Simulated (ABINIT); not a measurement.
## Geometry relaxation of Ti$_{2}$C (part 2 of 4)

Continued. System: Ti$_{2}$C (R-3m, 3 atoms in the cell). Method: Kohn-Sham DFT of a periodic cell, LDA, JTH PAW LDA v2.0, no spin polarisation (ABINIT 10.8.3); cutoff 517.02 eV, 10×10×10 k-mesh, fermi-dirac of 0.05 eV. The structure derives from a Materials Project entry.

Geometry of the input (Å; fractional positions):
```
1.5407  0.8895  4.8138
-1.5407  0.8895  4.8138
0.0000  -1.7790  4.8138
Ti 0.7545  0.7545  0.7545
Ti 0.2455  0.2455  0.2455
C  0.5000  0.5000  0.5000
```

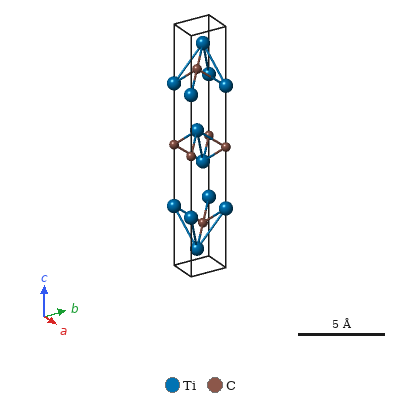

The starting structure (ball-and-stick view of the cell 3 times as large as that of the calculation, set on its symmetry axes, seen slightly off an axis). An atom can appear more than once, as a periodic image.

Log, continued
```
 Cartesian coordinates (xcart) [bohr]
 -2.27078599116547E-16 -1.41438307550683E-10  2.04255331979581E+01
 -1.05988308271000E-16 -4.59609179050125E-11  6.63730082794672E+00
 -2.22044604925031E-16 -9.36990485200795E-11  1.35314170129524E+01
 Reduced coordinates (xred)
  7.54744797917563E-01  7.54744797917563E-01  7.54744797917563E-01
  2.45255202082437E-01  2.45255202082437E-01  2.45255202082437E-01
  5.00000000000000E-01  5.00000000000000E-01  5.00000000000000E-01
 Cartesian forces (fcart) [Ha/bohr]; max,rms= 3.77196E-04 1.77812E-04 (free atoms)
 -3.00207640030796E-20  2.08747244785187E-19 -3.77196178301263E-04
  3.00207640030796E-20 -2.08747244785187E-19  3.77196178301263E-04
 -0.00000000000000E+00 -0.00000000000000E+00 -0.00000000000000E+00
 Gradient of E wrt nuclear positions in reduced coordinates (gred)
  3.40266585619089E-03  3.40266585619089E-03  3.40266585619089E-03
 -3.40266585619089E-03 -3.40266585619089E-03 -3.40266585619089E-03
  0.00000000000000E+00  0.00000000000000E+00 -0.00000000000000E+00
 Scale of Primitive Cell (acell) [bohr]
  9.61631993981228E+00  9.61631993981228E+00  9.61631993983794E+00
 Real space primitive translations (rprimd) [bohr]
  2.88480931131904E+00  1.66554543237525E+00  9.02094467530159E+00
 -2.88480931131904E+00  1.66554543237525E+00  9.02094467530159E+00
  0.00000000000000E+00 -3.33109086493789E+00  9.02094467530159E+00
 Unitary Cell Volume (ucvol) [Bohr^3]=  2.60061979947858E+02
 Angles (23,13,12)= [degrees]
  3.49141235816557E+01  3.49141235816557E+01  3.49141235819159E+01
 Lengths [Bohr]
  9.61631993981228E+00  9.61631993981228E+00  9.61631993983794E+00
 Stress tensor in cartesian coordinates (strten) [Ha/bohr^3]
  1.27992299678806E-04  0.00000000000000E+00  0.00000000000000E+00
  0.00000000000000E+00  1.27992300032770E-04  1.56094588872901E-13
  0.00000000000000E+00  1.56094588872901E-13  1.05716494051857E-04
 Total energy (etotal) [Ha]= -1.23295625026186E+02

 Difference of energy with previous step (new-old):
           Absolute (Ha)=-1.52924E-03
           Relative     =-1.24031E-05

--- Iteration: ( 3/60) Internal Cycle: (1/1)
--------------------------------------------------------------------------------

---SELF-CONSISTENT-FIELD CONVERGENCE--------------------------------------------

--- !BeginCycle
iteration_state: {dtset: 1, itime: 3, icycle: 1, }
solver: {iscf: 17, nstep: 100, nline: 4, wfoptalg: 10, }
tolerances: {tolvrs: 1.00E-09, }
...

     iter   Etot(hartree)      deltaE(h)  residm     nres2
 ETOT  1  -123.30286929839    -1.233E+02 7.546E+00 6.355E+00
 ETOT  2  -123.29789631269     4.973E-03 4.152E-01 2.444E+00
 ETOT  3  -123.29600159046     1.895E-03 8.716E-02 2.141E-01
 ETOT  4  -123.29591986387     8.173E-05 1.558E-02 1.844E-02
 ETOT  5  -123.29591078838     9.075E-06 2.357E-03 2.351E-04
 ETOT  6  -123.29591138221    -5.938E-07 8.373E-05 6.509E-05
 ETOT  7  -123.29591136898     1.322E-08 1.125E-05 1.594E-05
 ETOT  8  -123.29591135994     9.044E-09 2.748E-05 1.399E-06
 ETOT  9  -123.29591135888     1.058E-09 6.267E-06 5.868E-08
 ETOT 10  -123.29591135888    -2.004E-12 2.658E-05 1.495E-08
 ETOT 11  -123.29591135887     1.185E-11 4.615E-06 1.929E-09
 ETOT 12  -123.29591135887     3.595E-12 2.531E-05 2.617E-12

 At SCF step   12       nres2   =  2.62E-12 < tolvrs=  1.00E-09 =>converged.

 Cartesian components of stress tensor (hartree/bohr^3)
  sigma(1 1)=  3.93378164E-06  sigma(3 2)=  1.60878205E-13
  sigma(2 2)=  3.93378200E-06  sigma(3 1)=  0.00000000E+00
  sigma(3 3)= -4.78284848E-06  sigma(2 1)=  0.00000000E+00

--- !ResultsGS
iteration_state: {dtset: 1, itime: 3, icycle: 1, }
comment   : Summary of ground state results
lattice_vectors:
- [  2.8667218,   1.6551026,   8.9741220, ]
- [ -2.8667218,   1.6551026,   8.9741220, ]
- [  0.0000000,  -3.3102052,   8.9741220, ]
lattice_lengths: [   9.56516,    9.56516,    9.56516, ]
lattice_angles: [ 34.880,  34.880,  34.880, ] # degrees, (23, 13, 12)
lattice_volume:   2.5547810E+02
convergence: {deltae:  3.595E-12, res2:  2.617E-12, residm:  2.531E-05, diffor: null, }
etotal    :  -1.23295911E+02
entropy   :   0.00000000E+00
fermie    :   2.98695465E-01
cartesian_stress_tensor: # hartree/bohr^3
- [  3.93378164E-06,   0.00000000E+00,   0.00000000E+00, ]
- [  0.00000000E+00,   3.93378200E-06,   1.60878205E-13, ]
- [  0.00000000E+00,   1.60878205E-13,  -4.78284848E-06, ]
pressure_GPa:  -3.0252E-02
xred      :
- [  7.5473E-01,   7.5473E-01,   7.5473E-01, Ti]
- [  2.4527E-01,   2.4527E-01,   2.4527E-01, Ti]
- [  5.0000E-01,   5.0000E-01,   5.0000E-01,  C]
cartesian_forces: # hartree/bohr
- [ -1.68487662E-18,  -1.13308224E-18,  -4.27819977E-03, ]
- [  1.68487662E-18,   1.13308224E-18,   4.27819977E-03, ]
- [ -0.00000000E+00,  -0.00000000E+00,  -0.00000000E+00, ]
force_length_stats: {min:   0.00000000E+00, max:   4.27819977E-03, mean:   2.85213318E-03, }
...

 Integrated electronic density in atomic spheres:
 ------------------------------------------------
 Atom  Sphere_radius  Integrated_density
    1        2.30803         10.36103336
    2        2.30803         10.36103336
    3        1.50737          2.50312961

---OUTPUT-----------------------------------------------------------------------

 Cartesian coordinates (xcart) [bohr]
  1.13034882553910E-16 -1.40701224202352E-10  2.03190592296126E+01
 -1.44489672580897E-16 -4.57253358146102E-11  6.60330664146350E+00
  0.00000000000000E+00 -9.32132149245035E-11  1.34611829355380E+01
 Reduced coordinates (xred)
  7.54727846984736E-01  7.54727846984735E-01  7.54727846984735E-01
  2.45272153015264E-01  2.45272153015264E-01  2.45272153015264E-01
  5.00000000000000E-01  5.00000000000000E-01  5.00000000000000E-01
 Cartesian forces (fcart) [Ha/bohr]; max,rms= 4.27820E-03 2.01676E-03 (free atoms)
 -1.68487662482598E-18 -1.13308224126063E-18 -4.27819977144557E-03
  1.68487662482598E-18  1.13308224126063E-18  4.27819977144557E-03
 -0.00000000000000E+00 -0.00000000000000E+00 -0.00000000000000E+00
 Gradient of E wrt nuclear positions in reduced coordinates (gred)
  3.83930865054706E-02  3.83930865054706E-02  3.83930865054706E-02
 -3.83930865054706E-02 -3.83930865054706E-02 -3.83930865054706E-02
  0.00000000000000E+00  0.00000000000000E+00 -0.00000000000000E+00
 Scale of Primitive Cell (acell) [bohr]
  9.56516194629798E+00  9.56516194629798E+00  9.56516194632349E+00
 Real space primitive translations (rprimd) [bohr]
  2.86672175484356E+00  1.65510257677555E+00  8.97412195702535E+00
 -2.86672175484356E+00  1.65510257677555E+00  8.97412195702535E+00
  0.00000000000000E+00 -3.31020515373752E+00  8.97412195702535E+00
 Unitary Cell Volume (ucvol) [Bohr^3]=  2.55478098244649E+02
 Angles (23,13,12)= [degrees]
  3.48797070933130E+01  3.48797070933130E+01  3.48797070935730E+01
 Lengths [Bohr]
  9.56516194629798E+00  9.56516194629798E+00  9.56516194632349E+00
 Stress tensor in cartesian coordinates (strten) [Ha/bohr^3]
  3.93378163813032E-06  0.00000000000000E+00  0.00000000000000E+00
  0.00000000000000E+00  3.93378200292185E-06  1.60878204670906E-13
  0.00000000000000E+00  1.60878204670906E-13 -4.78284848276847E-06
 Total energy (etotal) [Ha]= -1.23295911358866E+02

 Difference of energy with previous step (new-old):
           Absolute (Ha)=-2.86333E-04
           Relative     =-2.32232E-06

--- Iteration: ( 4/60) Internal Cycle: (1/1)
--------------------------------------------------------------------------------

---SELF-CONSISTENT-FIELD CONVERGENCE--------------------------------------------

--- !BeginCycle
iteration_state: {dtset: 1, itime: 4, icycle: 1, }
solver: {iscf: 17, nstep: 100, nline: 4, wfoptalg: 10, }
tolerances: {tolvrs: 1.00E-09, }
...

     iter   Etot(hartree)      deltaE(h)  residm     nres2
 ETOT  1  -123.29602210905    -1.233E+02 1.861E+00 1.147E-01
 ETOT  2  -123.29597522023     4.689E-05 8.425E-02 3.798E-02
 ETOT  3  -123.29594659255     2.863E-05 1.193E-02 4.369E-03
 ETOT  4  -123.29594437138     2.221E-06 3.097E-03 1.480E-04
 ETOT  5  -123.29594446746    -9.608E-08 2.184E-04 3.809E-06
 ETOT  6  -123.29594446980    -2.336E-09 3.636E-05 4.960E-07
 ETOT  7  -123.29594446984    -4.398E-11 4.012E-06 3.743E-08
 ETOT  8  -123.29594446983     6.793E-12 1.356E-05 7.004E-10

 At SCF step    8       nres2   =  7.00E-10 < tolvrs=  1.00E-09 =>converged.

 Cartesian components of stress tensor (hartree/bohr^3)
  sigma(1 1)= -4.72265898E-07  sigma(3 2)=  1.61263654E-13
  sigma(2 2)= -4.72265532E-07  sigma(3 1)=  0.00000000E+00
  sigma(3 3)= -1.95576364E-06  sigma(2 1)=  0.00000000E+00

--- !ResultsGS
iteration_state: {dtset: 1, itime: 4, icycle: 1, }
comment   : Summary of ground state results
lattice_vectors:
- [  2.8651158,   1.6541754,   8.9719785, ]
- [ -2.8651158,   1.6541754,   8.9719785, ]
- [  0.0000000,  -3.3083507,   8.9719785, ]
lattice_lengths: [   9.56251,    9.56251,    9.56251, ]
lattice_angles: [ 34.870,  34.870,  34.870, ] # degrees, (23, 13, 12)
lattice_volume:   2.5513098E+02
convergence: {deltae:  6.793E-12, res2:  7.004E-10, residm:  1.356E-05, diffor: null, }
etotal    :  -1.23295944E+02
entropy   :   0.00000000E+00
fermie    :   2.99280797E-01
cartesian_stress_tensor: # hartree/bohr^3
- [ -4.72265898E-07,   0.00000000E+00,   0.00000000E+00, ]
- [  0.00000000E+00,  -4.72265532E-07,   1.61263654E-13, ]
- [  0.00000000E+00,   1.61263654E-13,  -1.95576364E-06, ]
pressure_GPa:   2.8443E-02
xred      :
- [  7.5457E-01,   7.5457E-01,   7.5457E-01, Ti]
- [  2.4543E-01,   2.4543E-01,   2.4543E-01, Ti]
- [  5.0000E-01,   5.0000E-01,   5.0000E-01,  C]
cartesian_forces: # hartree/bohr
- [  8.72512663E-20,   4.37524218E-18,  -3.65303003E-03, ]
- [  6.05511750E-19,  -3.90915604E-18,   3.65303003E-03, ]
- [ -6.92763017E-19,  -4.66086140E-19,   1.44560290E-19, ]
force_length_stats: {min:   8.47381003E-19, max:   3.65303003E-03, mean:   2.43535335E-03, }
...

 Integrated electronic density in atomic spheres:
 ------------------------------------------------
 Atom  Sphere_radius  Integrated_density
    1        2.30803         10.36336963
    2        2.30803         10.36336963
    3        1.50737          2.50060930

---OUTPUT-----------------------------------------------------------------------

 Cartesian coordinates (xcart) [bohr]
  2.36802016386357E-17 -1.40637515642920E-10  2.03100680618002E+01
 -1.19727347600063E-16 -4.57427481253856E-11  6.60586741510657E+00
  0.00000000000000E+00 -9.31901222855913E-11  1.34579677384534E+01
 Reduced coordinates (xred)
  7.54574110167033E-01  7.54574110167033E-01  7.54574110167033E-01
  2.45425889832967E-01  2.45425889832967E-01  2.45425889832967E-01
  5.00000000000000E-01  5.00000000000000E-01  5.00000000000000E-01
 Cartesian forces (fcart) [Ha/bohr]; max,rms= 3.65303E-03 1.72205E-03 (free atoms)
  8.72512663474705E-20  4.37524217751690E-18 -3.65303003103760E-03
  6.05511750322806E-19 -3.90915603780310E-18  3.65303003103759E-03
 -6.92763016670277E-19 -4.66086139713805E-19  1.44560289664734E-19
 Gradient of E wrt nuclear positions in reduced coordinates (gred)
  3.27749068702035E-02  3.27749068702035E-02  3.27749068702035E-02
 -3.27749068702035E-02 -3.27749068702035E-02 -3.27749068702035E-02
  1.45884265372134E-18 -2.51084985011471E-18 -2.83896823283243E-18
 Scale of Primitive Cell (acell) [bohr]
  9.56250922377600E+00  9.56250922377600E+00  9.56250922380150E+00
 Real space primitive translations (rprimd) [bohr]
  2.86511578152377E+00  1.65417536764708E+00  8.97197849230225E+00
 -2.86511578152377E+00  1.65417536764708E+00  8.97197849230225E+00
  0.00000000000000E+00 -3.30835073548054E+00  8.97197849230225E+00
 Unitary Cell Volume (ucvol) [Bohr^3]=  2.55130981911456E+02
 Angles (23,13,12)= [degrees]
  3.48695211625009E+01  3.48695211625009E+01  3.48695211627608E+01
 Lengths [Bohr]
  9.56250922377600E+00  9.56250922377600E+00  9.56250922380150E+00
 Stress tensor in cartesian coordinates (strten) [Ha/bohr^3]
 -4.72265897614316E-07  0.00000000000000E+00  0.00000000000000E+00
  0.00000000000000E+00 -4.72265531892974E-07  1.61263653605573E-13
  0.00000000000000E+00  1.61263653605573E-13 -1.95576364087416E-06
 Total energy (etotal) [Ha]= -1.23295944469835E+02

 Difference of energy with previous step (new-old):
           Absolute (Ha)=-3.31110E-05
           Relative     =-2.68549E-07

--- Iteration: ( 5/60) Internal Cycle: (1/1)
--------------------------------------------------------------------------------

---SELF-CONSISTENT-FIELD CONVERGENCE--------------------------------------------

--- !BeginCycle
iteration_state: {dtset: 1, itime: 5, icycle: 1, }
solver: {iscf: 17, nstep: 100, nline: 4, wfoptalg: 10, }
tolerances: {tolvrs: 1.00E-09, }
...

     iter   Etot(hartree)      deltaE(h)  residm     nres2
 ETOT  1  -123.19595194973    -1.232E+02 1.864E+04 7.226E+00
 ETOT  2  -123.30044328576    -1.045E-01 1.168E+02 6.732E+00
 ETOT  3  -123.29619404361     4.249E-03 1.421E+01 2.898E-01
 ETOT  4  -123.29611081867     8.322E-05 5.144E-02 8.848E-02
 ETOT  5  -123.29602268914     8.813E-05 5.283E-02 2.614E-03
 ETOT  6  -123.29602438103    -1.692E-06 1.354E-02 4.087E-04
 ETOT  7  -123.29602403981     3.412E-07 3.315E-02 3.171E-05
 ETOT  8  -123.29602401504     2.476E-08 6.366E-03 1.601E-06
 ETOT  9  -123.29602401417     8.748E-10 1.015E-03 1.203E-07
 ETOT 10  -123.29602401416     4.846E-12 1.042E-03 2.690E-08
 ETOT 11  -123.29602401414     2.541E-11 3.612E-03 4.167E-10

 At SCF step   11       nres2   =  4.17E-10 < tolvrs=  1.00E-09 =>converged.

 Cartesian components of stress tensor (hartree/bohr^3)
  sigma(1 1)= -8.72645710E-06  sigma(3 2)=  1.62915527E-13
  sigma(2 2)= -8.72645673E-06  sigma(3 1)=  0.00000000E+00
  sigma(3 3)=  1.69114892E-05  sigma(2 1)=  0.00000000E+00

--- !ResultsGS
iteration_state: {dtset: 1, itime: 5, icycle: 1, }
comment   : Summary of ground state results
lattice_vectors:
- [  2.8594624,   1.6509114,   8.9596728, ]
- [ -2.8594624,   1.6509114,   8.9596728, ]
- [  0.0000000,  -3.3018227,   8.9596728, ]
lattice_lengths: [   9.54871,    9.54871,    9.54871, ]
lattice_angles: [ 34.850,  34.850,  34.850, ] # degrees, (23, 13, 12)
lattice_volume:   2.5377658E+02
convergence: {deltae:  2.541E-11, res2:  4.167E-10, residm:  3.612E-03, diffor: null, }
etotal    :  -1.23296024E+02
entropy   :   0.00000000E+00
fermie    :   3.01553269E-01
cartesian_stress_tensor: # hartree/bohr^3
- [ -8.72645710E-06,   0.00000000E+00,   0.00000000E+00, ]
- [  0.00000000E+00,  -8.72645673E-06,   1.62915527E-13, ]
- [  0.00000000E+00,   1.62915527E-13,   1.69114892E-05, ]
pressure_GPa:   5.3098E-03
xred      :
- [  7.5379E-01,   7.5379E-01,   7.5379E-01, Ti]
- [  2.4621E-01,   2.4621E-01,   2.4621E-01, Ti]
- [  5.0000E-01,   5.0000E-01,   5.0000E-01,  C]
cartesian_forces: # hartree/bohr
- [  8.98665853E-20,   2.78654479E-19,  -2.16114091E-04, ]
- [ -7.72278205E-20,  -2.78654479E-19,   2.16114091E-04, ]
- [ -1.26387648E-20,  -0.00000000E+00,  -9.03501810E-21, ]
force_length_stats: {min:   1.55360847E-20, max:   2.16114091E-04, mean:   1.44076061E-04, }
...

 Integrated electronic density in atomic spheres:
 ------------------------------------------------
 Atom  Sphere_radius  Integrated_density
    1        2.30803         10.36151036
    2        2.30803         10.36151036
    3        1.50737          2.49813101

---OUTPUT-----------------------------------------------------------------------

 Cartesian coordinates (xcart) [bohr]
 -1.79035775690228E-15 -1.40300675153310E-10  2.02610098404211E+01
  2.97555449127457E-16 -4.58257918127553E-11  6.61800851616498E+00
  0.00000000000000E+00 -9.30622245931545E-11  1.34395091782930E+01
 Reduced coordinates (xred)
  7.53785334405882E-01  7.53785334405882E-01  7.53785334405883E-01
  2.46214665594117E-01  2.46214665594117E-01  2.46214665594117E-01
  5.00000000000000E-01  5.00000000000000E-01  5.00000000000000E-01
 Cartesian forces (fcart) [Ha/bohr]; max,rms= 2.16114E-04 1.01877E-04 (free atoms)
  8.98665853123879E-20  2.78654478975150E-19 -2.16114091119685E-04
 -7.72278205236599E-20 -2.78654478975150E-19  2.16114091119685E-04
 -1.26387647887281E-20 -0.00000000000000E+00 -9.03501810404587E-21
 Gradient of E wrt nuclear positions in reduced coordinates (gred)
  1.93631154077431E-03  1.93631154077431E-03  1.93631154077431E-03
 -1.93631154077431E-03 -1.93631154077431E-03 -1.93631154077431E-03
  1.17090878239762E-19  4.48107334073954E-20  8.09508058235788E-20
 Scale of Primitive Cell (acell) [bohr]
  9.54870514140400E+00  9.54870514140400E+00  9.54870514142945E+00
 Real space primitive translations (rprimd) [bohr]
  2.85946237787534E+00  1.65091137352893E+00  8.95967278552870E+00
 -2.85946237787534E+00  1.65091137352893E+00  8.95967278552870E+00
  0.00000000000000E+00 -3.30182274724399E+00  8.95967278552869E+00
 Unitary Cell Volume (ucvol) [Bohr^3]=  2.53776583271221E+02
 Angles (23,13,12)= [degrees]
  3.48504344952079E+01  3.48504344952079E+01  3.48504344954676E+01
 Lengths [Bohr]
  9.54870514140400E+00  9.54870514140400E+00  9.54870514142946E+00
 Stress tensor in cartesian coordinates (strten) [Ha/bohr^3]
 -8.72645710148917E-06  0.00000000000000E+00  0.00000000000000E+00
  0.00000000000000E+00 -8.72645673202777E-06  1.62915527397869E-13
  0.00000000000000E+00  1.62915527397869E-13  1.69114892174839E-05
 Total energy (etotal) [Ha]= -1.23296024014138E+02

 Difference of energy with previous step (new-old):
           Absolute (Ha)=-7.95443E-05
           Relative     =-6.45149E-07

--- Iteration: ( 6/60) Internal Cycle: (1/1)
--------------------------------------------------------------------------------

---SELF-CONSISTENT-FIELD CONVERGENCE--------------------------------------------

--- !BeginCycle
iteration_state: {dtset: 1, itime: 6, icycle: 1, }
solver: {iscf: 17, nstep: 100, nline: 4, wfoptalg: 10, }
tolerances: {tolvrs: 1.00E-09, }
...
```
